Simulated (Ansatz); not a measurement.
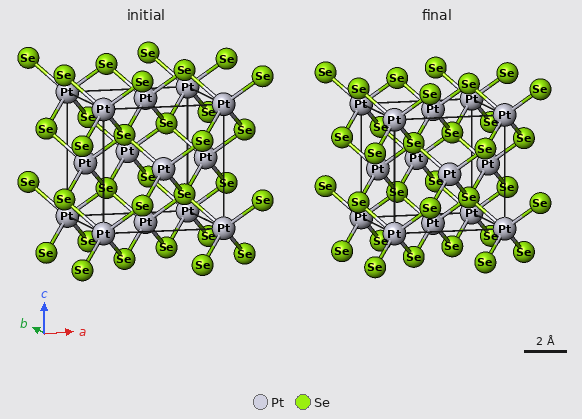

The structure of a crystal of PtSe (a generated structure, set up in F-43m) before (left) and after (right) a relaxation, at one scale.

Style: ball-and-stick. Shown: the conventional cell (4 times the calculation's cell), slightly off an axis. Lengths and directions refer to the drawn axes.

The run lets cell and atoms move.

Level of theory: Kohn-Sham DFT of a periodic cell, PBEsol0, Ansatz PAW in Ansatz.

Input
```yaml
crystal:
  lattice:
    - [0.0, 3.03744723, 3.03744723]
    - [3.03744723, 0.0, 3.03744723]
    - [3.03744723, 3.03744723, 0.0]
  atoms:
    - { symbol: Pt, position: [0.0, 0.0, 0.0] }
    - { symbol: Se, position: [0.25, 0.25, 0.25] }
hamiltonian:
  xc: { exchange: pbesol, correlation: pbesol, exx: { coeff: 0.25 } }
  pseudopotentials: { kind: paw }
kpoints:
  mp_grid: { grid: [4, 4, 4] }
scf:
  occupations: { method: fermi_dirac, width: 0.05 }
output:
  forces: true
  stress: true
  eigenvalues: true
  write_density: true
  write_potential: true
  elf: true
  volumetric_format: npy
relax:
  f_tol: 0.01
  max_steps: 40
  cell: { stress_tol: 0.05 }
```

**Describe what moved and what it gained.**

The energy falls by 431 meV per atom in 4 accepted moves (5 points after the start). All forces vanish by symmetry, so only the cell relaxes. Pressure: −15.97 GPa at the start and −0.03 GPa at the end. The SCF was repeated once at an unchanged geometry on a basis and grid sized afresh for the cell, which shifted the energy by 1.3 meV per atom at most. No atom moves by more than 0.005 Å relative to the cell. The volume changes by −22.9 %, with a = b = c 6.075 → 5.571 Å (−8.3 %). Some distances before and after: Pt–Se 2.631 → 2.412 Å. The space group stays F-43m (No. 216). The run took 51 s on 1 × NVIDIA H100 80GB HBM3 with 2 threads of AMD EPYC 7R13 Processor (Zen 3) (shared host), peak memory 1.9 GiB.
